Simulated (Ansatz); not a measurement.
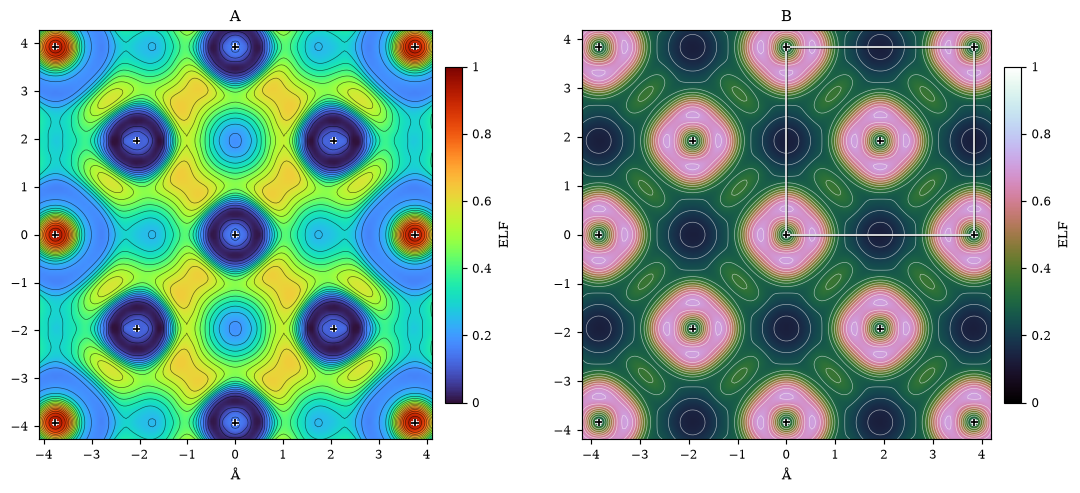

The electron localisation function of 2 systems, each on a plane through atoms (crosses mark nuclei in the plane).

The calculation used Ansatz, DFT r2SCAN, scalar-relativistic, plane waves, PAW.

System 1: Ir, the (100) plane of the conventional cell. Space group Fm-3m; computed without spin polarisation.

```cif
data_structure
_symmetry_space_group_name_H-M 'P 1'
_symmetry_Int_Tables_number 1
_cell_length_a 3.8442
_cell_length_b 3.8442
_cell_length_c 3.8442
_cell_angle_alpha 90.000
_cell_angle_beta 90.000
_cell_angle_gamma 90.000
_cell_volume 56.81
loop_
_atom_site_label
_atom_site_type_symbol
_atom_site_fract_x
_atom_site_fract_y
_atom_site_fract_z
_atom_site_occupancy
Ir1 Ir 0.00000 0.00000 0.00000 1
Ir2 Ir 0.50000 0.50000 0.00000 1
Ir3 Ir 0.50000 0.00000 0.50000 1
Ir4 Ir 0.00000 0.50000 0.50000 1
```

System 2: Al₃Cu, the (110) plane of the conventional cell. Space group P4/mmm; a structure from a database of computed crystals, not necessarily the ambient phase; computed without spin polarisation.

```cif
data_structure
_symmetry_space_group_name_H-M 'P 1'
_symmetry_Int_Tables_number 1
_cell_length_a 2.7784
_cell_length_b 2.7784
_cell_length_c 7.5134
_cell_angle_alpha 90.000
_cell_angle_beta 90.000
_cell_angle_gamma 90.000
_cell_volume 58.00
loop_
_atom_site_label
_atom_site_type_symbol
_atom_site_fract_x
_atom_site_fract_y
_atom_site_fract_z
_atom_site_occupancy
Al1 Al 0.00000 0.00000 0.50000 1
Al2 Al 0.50000 0.50000 0.22612 1
Al3 Al 0.50000 0.50000 0.77388 1
Cu1 Cu 0.00000 0.00000 0.00000 1
```

Which map belongs to which system?

Answer. Panel A is system 2, Al₃Cu: the plane holds Al and Cu. Al–Cu (2.60 Å): the ELF is about 0.45 at the midpoint. Panel B is system 1, Ir: the plane holds Ir. Ir–Ir (2.72 Å): the ELF is about 0.35 at the midpoint (no shared electron pair shows on this line).
